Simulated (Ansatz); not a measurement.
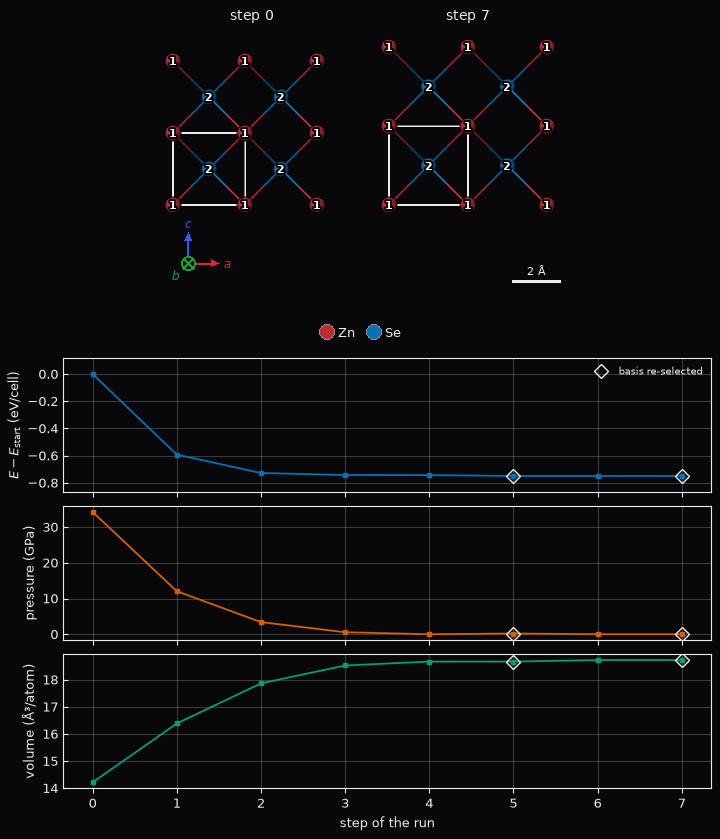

First and last geometry of a relaxation of solid ZnSe (built on the CsCl type), with the history of the run. A ball-and-stick model of the cell of the calculation, repeated 2 × 1 × 2 with one cell outlined, seen along the b axis.

All numbers below come from DFT, PBE, plane waves, PAW (Ansatz). Settings: plane-wave cutoff 420 eV; k-point mesh 8 × 8 × 8; occupations fermi dirac; smearing width 0.02 eV; no spin polarisation; cell and atoms relaxed; force threshold 0.005 eV/Å.

Question: What do the curves and the structures tell?

Answer: It converged. Over 5 accepted moves (7 points after the start) the energy falls by 0.749 eV per cell of the calculation. All forces vanish by symmetry, so only the cell relaxes. Pressure: 34.22 GPa at the start and 0.02 GPa at the end. The SCF was repeated twice at an unchanged geometry on a basis and grid sized afresh for the cell, which shifted the energy by 6.0 meV per cell of the calculation at most. No atom moves by more than 0.005 Å relative to the cell. The volume changes by +31.7 %, with a = b = c 3.052 → 3.346 Å (+9.6 %). Near-neighbour distances that change, for instance: Zn1–Se2 2.643 → 2.897 Å. The space group stays Pm-3m (No. 221). The run took 4.3 s on 2 threads of Arm Neoverse V2, on a shared host, peak memory 0.32 GiB.
